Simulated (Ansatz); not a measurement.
**Se: density, localisation and related maps**

```
Se
1.0
     2.84147    0.00000    0.00000
     0.00000    2.84147    0.00000
     0.00000    0.00000    2.81065
Se
1
Direct
  0.00000 0.00000 0.50000
```

Space group P4/mmm; a structure generated by program, which may or may not match a known phase.

Computed with DFT PBE, scalar-relativistic, plane waves, PAW in Ansatz.

Core electrons are frozen (PAW), and the valence fields are smoothed inside the atomic spheres.

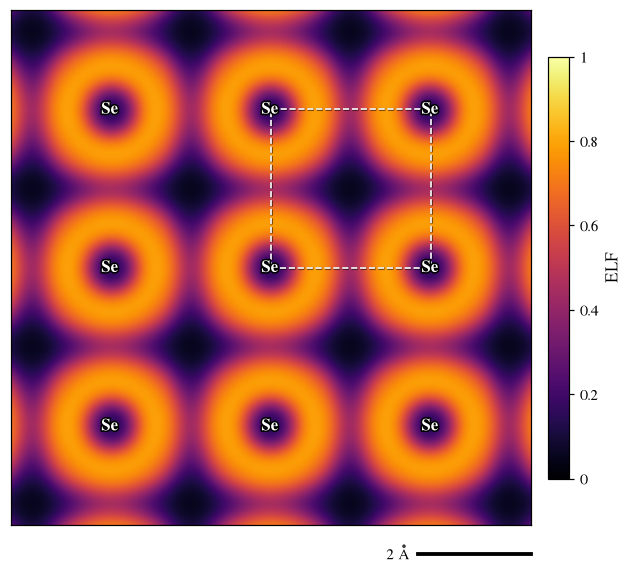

Figure 1. Electron localisation function on the (010) plane of the conventional cell.

**Describe what can be read from this map.**

- The plane passes through Se nuclei.
- Se–Se (2.81 Å): the ELF is about 0.45 at the midpoint.

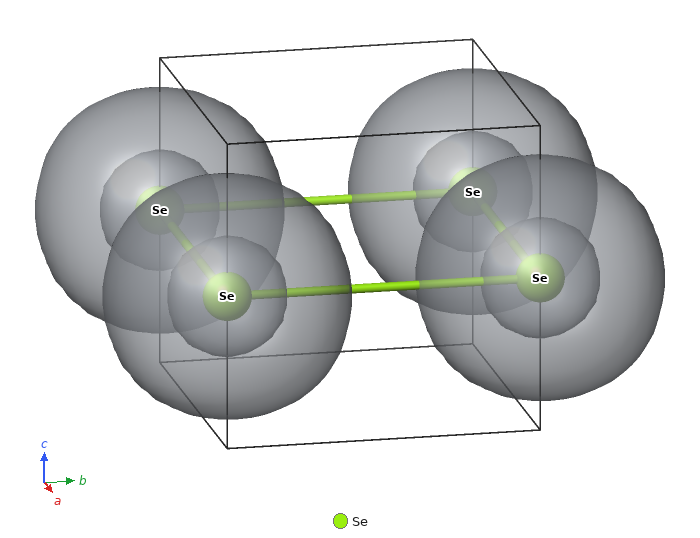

Figure 2. Isosurface of the electron localisation function at 0.65 (grey), seen slightly off an axis. Core shells and regions of very low density are left out. Sticks mark near contacts.

**Identify the bonds, lone pairs and shells in this picture.**

The ELF exceeds this value in one region wrapped around Se (its valence shell), counted in one cell of 1 atoms. Any copies at cell faces, edges or corners count once.

**Does the calculation give a band gap?**

It is metallic or semimetallic at this level of theory: no gap opens.
